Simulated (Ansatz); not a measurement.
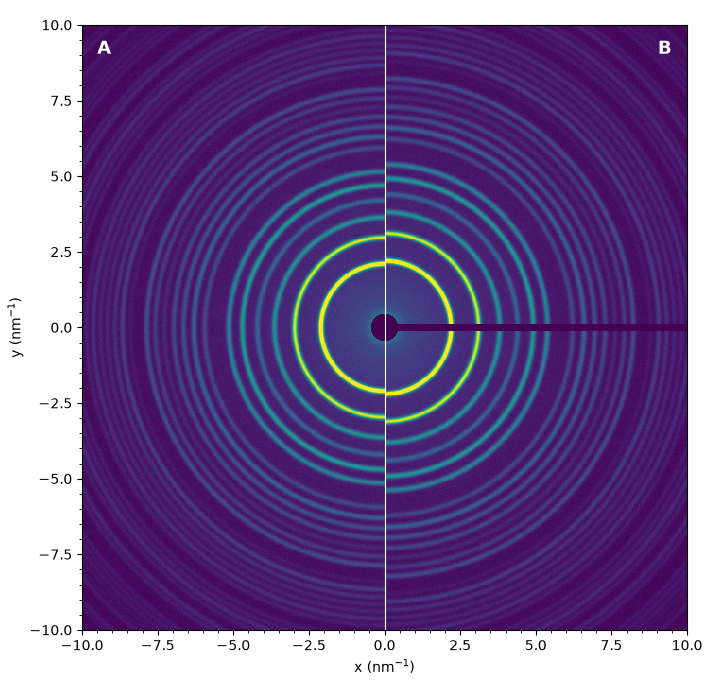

Simulated electron diffraction rings at 200 kV (λ = 0.0251 Å), scale in nm⁻¹ (radius = 1/d), for a fine-grained powder without texture. Kinematic intensities with B = 0.3 Å² for all atoms, without multiple scattering; brightness goes as intensity to the power 0.6, clipped at the top, with counting noise. Reflections closer than the ring width show as one ring. The left and right halves show two different samples, each scaled to its strongest ring.

Both are Rb in Pm-3m, with cells of different size. Both are input geometries of electronic-structure calculations (not necessarily at equilibrium); the starting structure was generated, so it need not be a known form of this composition.

Which half has the larger cell, and by how much?

Answer. Half A: the volume of B is 12.7 % smaller than that of A, and a larger cell draws the rings inwards on average.
A: a = 4.759 Å, b = 4.759 Å, c = 4.759 Å, α = 90.00°, β = 90.00°, γ = 90.00°; 100 at 2.10 nm⁻¹ (d = 4.76 Å), 110 at 2.97 nm⁻¹ (d = 3.37 Å), 111 at 3.64 nm⁻¹ (d = 2.75 Å), 200 at 4.20 nm⁻¹ (d = 2.38 Å).
B: a = 4.548 Å, b = 4.548 Å, c = 4.548 Å, α = 90.00°, β = 90.00°, γ = 90.00°; 100 at 2.20 nm⁻¹ (d = 4.55 Å), 110 at 3.11 nm⁻¹ (d = 3.22 Å), 111 at 3.81 nm⁻¹ (d = 2.63 Å), 200 at 4.40 nm⁻¹ (d = 2.27 Å).
